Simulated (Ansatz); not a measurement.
## Single-point calculation of Mg87Zn21O108 (part 3 of 4)

Mg87Zn21O108 (P1, 216 atoms in the cell); DFT, HSE06 with spin-orbit coupling, PAW, plane waves (Ansatz 0.2.0); cutoff 420 eV, 1×1×1 k-mesh, Fermi–Dirac smearing of 0.01 eV. The structure was built on a prototype by a generator; it need not be a known phase.

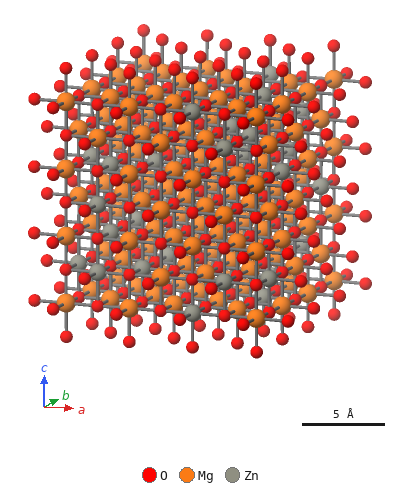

*The input geometry (ball-and-stick view of the cell of the calculation, seen slightly off an axis; bonded neighbours outside the cell are drawn too).*

**Output, continued**
```
  site 80: m = (+0.0000, +0.0000, +0.0000) μB, |m| = 0.0000 μB  (R = 0.87 Å)
  site 81: m = (+0.0000, +0.0000, +0.0000) μB, |m| = 0.0000 μB  (R = 0.86 Å)
  site 82: m = (+0.0000, +0.0000, +0.0000) μB, |m| = 0.0000 μB  (R = 0.86 Å)
  site 83: m = (+0.0000, +0.0000, +0.0000) μB, |m| = 0.0000 μB  (R = 0.87 Å)
  site 84: m = (+0.0000, +0.0000, +0.0000) μB, |m| = 0.0000 μB  (R = 0.86 Å)
  site 85: m = (+0.0000, +0.0000, +0.0000) μB, |m| = 0.0000 μB  (R = 0.86 Å)
  site 86: m = (+0.0000, +0.0000, +0.0000) μB, |m| = 0.0000 μB  (R = 0.86 Å)
  site 87: m = (+0.0000, +0.0000, +0.0000) μB, |m| = 0.0000 μB  (R = 0.86 Å)
  site 88: m = (+0.0000, +0.0000, +0.0000) μB, |m| = 0.0000 μB  (R = 0.86 Å)
  site 89: m = (+0.0000, +0.0000, +0.0000) μB, |m| = 0.0000 μB  (R = 0.87 Å)
  site 90: m = (+0.0000, +0.0000, +0.0000) μB, |m| = 0.0000 μB  (R = 0.86 Å)
  site 91: m = (+0.0000, +0.0000, +0.0000) μB, |m| = 0.0000 μB  (R = 0.87 Å)
  site 92: m = (+0.0000, +0.0000, +0.0000) μB, |m| = 0.0000 μB  (R = 0.87 Å)
  site 93: m = (+0.0000, +0.0000, +0.0000) μB, |m| = 0.0000 μB  (R = 0.87 Å)
  site 94: m = (+0.0000, +0.0000, +0.0000) μB, |m| = 0.0000 μB  (R = 0.87 Å)
  site 95: m = (+0.0000, +0.0000, +0.0000) μB, |m| = 0.0000 μB  (R = 0.86 Å)
  site 96: m = (+0.0000, +0.0000, +0.0000) μB, |m| = 0.0000 μB  (R = 0.86 Å)
  site 97: m = (+0.0000, +0.0000, +0.0000) μB, |m| = 0.0000 μB  (R = 0.87 Å)
  site 98: m = (+0.0000, +0.0000, +0.0000) μB, |m| = 0.0000 μB  (R = 0.87 Å)
  site 99: m = (+0.0000, +0.0000, +0.0000) μB, |m| = 0.0000 μB  (R = 0.86 Å)
  site 100: m = (+0.0000, +0.0000, +0.0000) μB, |m| = 0.0000 μB  (R = 0.87 Å)
  site 101: m = (+0.0000, +0.0000, +0.0000) μB, |m| = 0.0000 μB  (R = 0.87 Å)
  site 102: m = (+0.0000, +0.0000, +0.0000) μB, |m| = 0.0000 μB  (R = 0.87 Å)
  site 103: m = (+0.0000, +0.0000, +0.0000) μB, |m| = 0.0000 μB  (R = 0.86 Å)
  site 104: m = (+0.0000, +0.0000, +0.0000) μB, |m| = 0.0000 μB  (R = 0.86 Å)
  site 105: m = (+0.0000, +0.0000, +0.0000) μB, |m| = 0.0000 μB  (R = 0.87 Å)
  site 106: m = (+0.0000, +0.0000, +0.0000) μB, |m| = 0.0000 μB  (R = 0.87 Å)
  site 107: m = (+0.0000, +0.0000, +0.0000) μB, |m| = 0.0000 μB  (R = 0.86 Å)
  site 108: m = (+0.0000, +0.0000, +0.0000) μB, |m| = 0.0000 μB  (R = 0.87 Å)
  site 109: m = (+0.0000, +0.0000, +0.0000) μB, |m| = 0.0000 μB  (R = 0.87 Å)
  site 110: m = (+0.0000, +0.0000, +0.0000) μB, |m| = 0.0000 μB  (R = 0.86 Å)
  site 111: m = (+0.0000, +0.0000, +0.0000) μB, |m| = 0.0000 μB  (R = 0.87 Å)
  site 112: m = (+0.0000, +0.0000, +0.0000) μB, |m| = 0.0000 μB  (R = 0.86 Å)
  site 113: m = (+0.0000, +0.0000, +0.0000) μB, |m| = 0.0000 μB  (R = 0.87 Å)
  site 114: m = (+0.0000, +0.0000, +0.0000) μB, |m| = 0.0000 μB  (R = 0.87 Å)
  site 115: m = (+0.0000, +0.0000, +0.0000) μB, |m| = 0.0000 μB  (R = 0.87 Å)
  site 116: m = (+0.0000, +0.0000, +0.0000) μB, |m| = 0.0000 μB  (R = 0.86 Å)
  site 117: m = (+0.0000, +0.0000, +0.0000) μB, |m| = 0.0000 μB  (R = 0.87 Å)
  site 118: m = (+0.0000, +0.0000, +0.0000) μB, |m| = 0.0000 μB  (R = 0.87 Å)
  site 119: m = (+0.0000, +0.0000, +0.0000) μB, |m| = 0.0000 μB  (R = 0.87 Å)
  site 120: m = (+0.0000, +0.0000, +0.0000) μB, |m| = 0.0000 μB  (R = 0.86 Å)
  site 121: m = (+0.0000, +0.0000, +0.0000) μB, |m| = 0.0000 μB  (R = 0.87 Å)
  site 122: m = (+0.0000, +0.0000, +0.0000) μB, |m| = 0.0000 μB  (R = 0.87 Å)
  site 123: m = (+0.0000, +0.0000, +0.0000) μB, |m| = 0.0000 μB  (R = 0.86 Å)
  site 124: m = (+0.0000, +0.0000, +0.0000) μB, |m| = 0.0000 μB  (R = 0.86 Å)
  site 125: m = (+0.0000, +0.0000, +0.0000) μB, |m| = 0.0000 μB  (R = 0.86 Å)
  site 126: m = (+0.0000, +0.0000, +0.0000) μB, |m| = 0.0000 μB  (R = 0.86 Å)
  site 127: m = (+0.0000, +0.0000, +0.0000) μB, |m| = 0.0000 μB  (R = 0.87 Å)
  site 128: m = (+0.0000, +0.0000, +0.0000) μB, |m| = 0.0000 μB  (R = 0.86 Å)
  site 129: m = (+0.0000, +0.0000, +0.0000) μB, |m| = 0.0000 μB  (R = 0.87 Å)
  site 130: m = (+0.0000, +0.0000, +0.0000) μB, |m| = 0.0000 μB  (R = 0.86 Å)
  site 131: m = (+0.0000, +0.0000, +0.0000) μB, |m| = 0.0000 μB  (R = 0.86 Å)
  site 132: m = (+0.0000, +0.0000, +0.0000) μB, |m| = 0.0000 μB  (R = 0.87 Å)
  site 133: m = (+0.0000, +0.0000, +0.0000) μB, |m| = 0.0000 μB  (R = 0.86 Å)
  site 134: m = (+0.0000, +0.0000, +0.0000) μB, |m| = 0.0000 μB  (R = 0.86 Å)
  site 135: m = (+0.0000, +0.0000, +0.0000) μB, |m| = 0.0000 μB  (R = 0.86 Å)
  site 136: m = (+0.0000, +0.0000, +0.0000) μB, |m| = 0.0000 μB  (R = 0.87 Å)
  site 137: m = (+0.0000, +0.0000, +0.0000) μB, |m| = 0.0000 μB  (R = 0.86 Å)
  site 138: m = (+0.0000, +0.0000, +0.0000) μB, |m| = 0.0000 μB  (R = 0.87 Å)
  site 139: m = (+0.0000, +0.0000, +0.0000) μB, |m| = 0.0000 μB  (R = 0.87 Å)
  site 140: m = (+0.0000, +0.0000, +0.0000) μB, |m| = 0.0000 μB  (R = 0.86 Å)
  site 141: m = (+0.0000, +0.0000, +0.0000) μB, |m| = 0.0000 μB  (R = 0.87 Å)
  site 142: m = (+0.0000, +0.0000, +0.0000) μB, |m| = 0.0000 μB  (R = 0.86 Å)
  site 143: m = (+0.0000, +0.0000, +0.0000) μB, |m| = 0.0000 μB  (R = 0.87 Å)
  site 144: m = (+0.0000, +0.0000, +0.0000) μB, |m| = 0.0000 μB  (R = 0.86 Å)
  site 145: m = (+0.0000, +0.0000, +0.0000) μB, |m| = 0.0000 μB  (R = 0.86 Å)
  site 146: m = (+0.0000, +0.0000, +0.0000) μB, |m| = 0.0000 μB  (R = 0.86 Å)
  site 147: m = (+0.0000, +0.0000, +0.0000) μB, |m| = 0.0000 μB  (R = 0.86 Å)
  site 148: m = (+0.0000, +0.0000, +0.0000) μB, |m| = 0.0000 μB  (R = 0.86 Å)
  site 149: m = (+0.0000, +0.0000, +0.0000) μB, |m| = 0.0000 μB  (R = 0.86 Å)
  site 150: m = (+0.0000, +0.0000, +0.0000) μB, |m| = 0.0000 μB  (R = 0.86 Å)
  site 151: m = (+0.0000, +0.0000, +0.0000) μB, |m| = 0.0000 μB  (R = 0.86 Å)
  site 152: m = (+0.0000, +0.0000, +0.0000) μB, |m| = 0.0000 μB  (R = 0.87 Å)
  site 153: m = (+0.0000, +0.0000, +0.0000) μB, |m| = 0.0000 μB  (R = 0.86 Å)
  site 154: m = (+0.0000, +0.0000, +0.0000) μB, |m| = 0.0000 μB  (R = 0.87 Å)
  site 155: m = (+0.0000, +0.0000, +0.0000) μB, |m| = 0.0000 μB  (R = 0.86 Å)
  site 156: m = (+0.0000, +0.0000, +0.0000) μB, |m| = 0.0000 μB  (R = 0.86 Å)
  site 157: m = (+0.0000, +0.0000, +0.0000) μB, |m| = 0.0000 μB  (R = 0.87 Å)
  site 158: m = (+0.0000, +0.0000, +0.0000) μB, |m| = 0.0000 μB  (R = 0.86 Å)
  site 159: m = (+0.0000, +0.0000, +0.0000) μB, |m| = 0.0000 μB  (R = 0.86 Å)
  site 160: m = (+0.0000, +0.0000, +0.0000) μB, |m| = 0.0000 μB  (R = 0.87 Å)
  site 161: m = (+0.0000, +0.0000, +0.0000) μB, |m| = 0.0000 μB  (R = 0.87 Å)
  site 162: m = (+0.0000, +0.0000, +0.0000) μB, |m| = 0.0000 μB  (R = 0.87 Å)
  site 163: m = (+0.0000, +0.0000, +0.0000) μB, |m| = 0.0000 μB  (R = 0.87 Å)
  site 164: m = (+0.0000, +0.0000, +0.0000) μB, |m| = 0.0000 μB  (R = 0.87 Å)
  site 165: m = (+0.0000, +0.0000, +0.0000) μB, |m| = 0.0000 μB  (R = 0.87 Å)
  site 166: m = (+0.0000, +0.0000, +0.0000) μB, |m| = 0.0000 μB  (R = 0.87 Å)
  site 167: m = (+0.0000, +0.0000, +0.0000) μB, |m| = 0.0000 μB  (R = 0.86 Å)
  site 168: m = (+0.0000, +0.0000, +0.0000) μB, |m| = 0.0000 μB  (R = 0.86 Å)
  site 169: m = (+0.0000, +0.0000, +0.0000) μB, |m| = 0.0000 μB  (R = 0.87 Å)
  site 170: m = (+0.0000, +0.0000, +0.0000) μB, |m| = 0.0000 μB  (R = 0.87 Å)
  site 171: m = (+0.0000, +0.0000, +0.0000) μB, |m| = 0.0000 μB  (R = 0.87 Å)
  site 172: m = (+0.0000, +0.0000, +0.0000) μB, |m| = 0.0000 μB  (R = 0.86 Å)
  site 173: m = (+0.0000, +0.0000, +0.0000) μB, |m| = 0.0000 μB  (R = 0.87 Å)
  site 174: m = (+0.0000, +0.0000, +0.0000) μB, |m| = 0.0000 μB  (R = 0.86 Å)
  site 175: m = (+0.0000, +0.0000, +0.0000) μB, |m| = 0.0000 μB  (R = 0.86 Å)
  site 176: m = (+0.0000, +0.0000, +0.0000) μB, |m| = 0.0000 μB  (R = 0.87 Å)
  site 177: m = (+0.0000, +0.0000, +0.0000) μB, |m| = 0.0000 μB  (R = 0.87 Å)
  site 178: m = (+0.0000, +0.0000, +0.0000) μB, |m| = 0.0000 μB  (R = 0.86 Å)
  site 179: m = (+0.0000, +0.0000, +0.0000) μB, |m| = 0.0000 μB  (R = 0.87 Å)
  site 180: m = (+0.0000, +0.0000, +0.0000) μB, |m| = 0.0000 μB  (R = 0.87 Å)
  site 181: m = (+0.0000, +0.0000, +0.0000) μB, |m| = 0.0000 μB  (R = 0.87 Å)
  site 182: m = (+0.0000, +0.0000, +0.0000) μB, |m| = 0.0000 μB  (R = 0.87 Å)
  site 183: m = (+0.0000, +0.0000, +0.0000) μB, |m| = 0.0000 μB  (R = 0.86 Å)
  site 184: m = (+0.0000, +0.0000, +0.0000) μB, |m| = 0.0000 μB  (R = 0.86 Å)
  site 185: m = (+0.0000, +0.0000, +0.0000) μB, |m| = 0.0000 μB  (R = 0.87 Å)
  site 186: m = (+0.0000, +0.0000, +0.0000) μB, |m| = 0.0000 μB  (R = 0.87 Å)
  site 187: m = (+0.0000, +0.0000, +0.0000) μB, |m| = 0.0000 μB  (R = 0.86 Å)
  site 188: m = (+0.0000, +0.0000, +0.0000) μB, |m| = 0.0000 μB  (R = 0.87 Å)
  site 189: m = (+0.0000, +0.0000, +0.0000) μB, |m| = 0.0000 μB  (R = 0.87 Å)
  site 190: m = (+0.0000, +0.0000, +0.0000) μB, |m| = 0.0000 μB  (R = 0.87 Å)
  site 191: m = (+0.0000, +0.0000, +0.0000) μB, |m| = 0.0000 μB  (R = 0.86 Å)
  site 192: m = (+0.0000, +0.0000, +0.0000) μB, |m| = 0.0000 μB  (R = 0.87 Å)
  site 193: m = (+0.0000, +0.0000, +0.0000) μB, |m| = 0.0000 μB  (R = 0.87 Å)
  site 194: m = (+0.0000, +0.0000, +0.0000) μB, |m| = 0.0000 μB  (R = 0.87 Å)
  site 195: m = (+0.0000, +0.0000, +0.0000) μB, |m| = 0.0000 μB  (R = 0.88 Å)
  site 196: m = (+0.0000, +0.0000, +0.0000) μB, |m| = 0.0000 μB  (R = 0.87 Å)
  site 197: m = (+0.0000, +0.0000, +0.0000) μB, |m| = 0.0000 μB  (R = 0.88 Å)
  site 198: m = (+0.0000, +0.0000, +0.0000) μB, |m| = 0.0000 μB  (R = 0.88 Å)
  site 199: m = (+0.0000, +0.0000, +0.0000) μB, |m| = 0.0000 μB  (R = 0.87 Å)
  site 200: m = (+0.0000, +0.0000, +0.0000) μB, |m| = 0.0000 μB  (R = 0.87 Å)
  site 201: m = (+0.0000, +0.0000, +0.0000) μB, |m| = 0.0000 μB  (R = 0.87 Å)
  site 202: m = (+0.0000, +0.0000, +0.0000) μB, |m| = 0.0000 μB  (R = 0.87 Å)
  site 203: m = (+0.0000, +0.0000, +0.0000) μB, |m| = 0.0000 μB  (R = 0.88 Å)
  site 204: m = (+0.0000, +0.0000, +0.0000) μB, |m| = 0.0000 μB  (R = 0.88 Å)
  site 205: m = (+0.0000, +0.0000, +0.0000) μB, |m| = 0.0000 μB  (R = 0.88 Å)
  site 206: m = (+0.0000, +0.0000, +0.0000) μB, |m| = 0.0000 μB  (R = 0.87 Å)
  site 207: m = (+0.0000, +0.0000, +0.0000) μB, |m| = 0.0000 μB  (R = 0.87 Å)
  site 208: m = (+0.0000, +0.0000, +0.0000) μB, |m| = 0.0000 μB  (R = 0.87 Å)
  site 209: m = (+0.0000, +0.0000, +0.0000) μB, |m| = 0.0000 μB  (R = 0.87 Å)
  site 210: m = (+0.0000, +0.0000, +0.0000) μB, |m| = 0.0000 μB  (R = 0.87 Å)
  site 211: m = (+0.0000, +0.0000, +0.0000) μB, |m| = 0.0000 μB  (R = 0.87 Å)
  site 212: m = (+0.0000, +0.0000, +0.0000) μB, |m| = 0.0000 μB  (R = 0.88 Å)
  site 213: m = (+0.0000, +0.0000, +0.0000) μB, |m| = 0.0000 μB  (R = 0.88 Å)
  site 214: m = (+0.0000, +0.0000, +0.0000) μB, |m| = 0.0000 μB  (R = 0.87 Å)
  site 215: m = (+0.0000, +0.0000, +0.0000) μB, |m| = 0.0000 μB  (R = 0.88 Å)
Free energy (F): -298614.706599 eV
Harris-Foulkes:  -298614.706599 eV  (|F-HF|=1.22e-9)
Internal energy: -298614.706599 eV  (E = F + TS)
E sigma→0 (E₀):  -298614.706599 eV
Fermi energy:    10.093652 eV
--- Per-component energies (eV) ---
  E_band       = -28695.494110
  E_kinetic    = 28798.512846
  E_local      = -175949.186162  (includes V_loc(G=0)·N_el)
  E_nonlocal   = 26394.407195
  E_hartree    = 63423.677968
  E_xc         = -10893.875675
  E_vxc        = -11802.830968  (∫ρ·V_xc dr)
  E_exx        = -7509.533854  (= α·E_x^exact, valence–valence)
  E_paw        = -76232.870454  (= ΣΔE_a)
  E_vpaw       = -7964.945258  (= ΣTr[D̂ρ^β])
  E_aug_tail   = 0.258863  (compensation charges beyond the density's cutoff)
  E_ewald      = -146653.633924
  E_core_change = 7.536555  (= ΣΔE_core)
  E_smearing   = -0.000000  (= −TS)
  E_closure    = 0.000043  (closes the sum)
  Σ components = -298614.706599   (vs F -298614.706599, Δ=0.00e0)
--- Forces (eV/Å), atoms counted from 1 ---
  atom   1  O      0.00224266     0.00514519     0.00418943
  atom   2  O     -0.00467745     0.00201460     0.00172945
  atom   3  O     -0.00170427    -0.01424246     0.01297736
  atom   4  O      0.00574734    -0.00300929     0.01278192
  atom   5  O      0.00185665    -0.00087054    -0.01403722
  atom   6  O     -0.00405712     0.03281269     0.00303926
  atom   7  O      0.00365001    -0.00389549    -0.00147639
  atom   8  O     -0.00312739    -0.00265424     0.00118869
  atom   9  O     -0.00344404     0.00107212     0.00089765
  atom  10  O     -0.00488707     0.00660410     0.00074409
  atom  11  O     -0.00282083     0.00589527    -0.00000550
  atom  12  O     -0.00275220     0.00183230    -0.00024905
  atom  13  O     -0.00859998     0.00275762     0.00782541
  atom  14  O     -0.00435248    -0.00023877    -0.00970009
  atom  15  O      0.00488879     0.00448142     0.00342597
  atom  16  O     -0.00520106    -0.01032396    -0.00001678
  atom  17  O     -0.00368267    -0.00721690    -0.00547853
  atom  18  O      0.00349947    -0.00736576     0.00468262
  atom  19  O      0.03589884     0.00329807     0.00220336
  atom  20  O      0.00539097     0.00184833     0.00464139
  atom  21  O      0.00314429     0.00478311    -0.02113540
  atom  22  O      0.00275224    -0.01213057     0.01720510
  atom  23  O      0.00258518    -0.00312527    -0.00155870
  atom  24  O     -0.01722258     0.00227657    -0.01049081
  atom  25  O      0.00135790    -0.01003079     0.00345876
  atom  26  O      0.00724008    -0.00008598     0.00392585
  atom  27  O      0.01690494    -0.01070236    -0.00625958
  atom  28  O     -0.00927437    -0.00727517    -0.00407434
  atom  29  O     -0.01876162    -0.00723152     0.01279704
  atom  30  O     -0.02202607    -0.01661913     0.00859737
  atom  31  O     -0.00550976     0.00065758    -0.00643110
  atom  32  O     -0.00318788     0.00316877     0.00373230
  atom  33  O     -0.00090622    -0.00229470     0.00127246
  atom  34  O     -0.00119598     0.00741425     0.00268553
  atom  35  O     -0.02068847     0.00380128    -0.01807591
  atom  36  O      0.00870224     0.00470348     0.01358349
  atom  37  O      0.00226334    -0.00315228    -0.00066463
  atom  38  O      0.01452569    -0.00661673     0.01904576
  atom  39  O      0.01397003    -0.01962190    -0.00111311
  atom  40  O      0.00223636     0.00294719    -0.00004325
  atom  41  O      0.01857574     0.00267085     0.01834352
  atom  42  O      0.00429269     0.00358540    -0.00089186
  atom  43  O     -0.00311918     0.00052007    -0.00255398
  atom  44  O     -0.00362645     0.00356403     0.00313535
  atom  45  O      0.00159788     0.00104011     0.00145301
  atom  46  O      0.00771321    -0.00331620    -0.00804310
  atom  47  O      0.00541316     0.00056684     0.00193336
  atom  48  O      0.00622108    -0.00079964     0.00611826
  atom  49  O     -0.01221412    -0.00447936     0.01025365
  atom  50  O      0.00146432    -0.00184306     0.00282897
  atom  51  O     -0.00217825    -0.01522896    -0.01182283
  atom  52  O      0.00384524     0.00757178     0.00386553
  atom  53  O      0.00490017     0.00200963    -0.00724820
  atom  54  O     -0.01082940     0.01443900     0.00334244
  atom  55  O      0.00758372    -0.03438126     0.00471576
  atom  56  O     -0.01154440     0.01402963     0.00280062
  atom  57  O      0.00361184    -0.00272500    -0.00524350
  atom  58  O      0.00234900     0.00612306     0.00416355
```
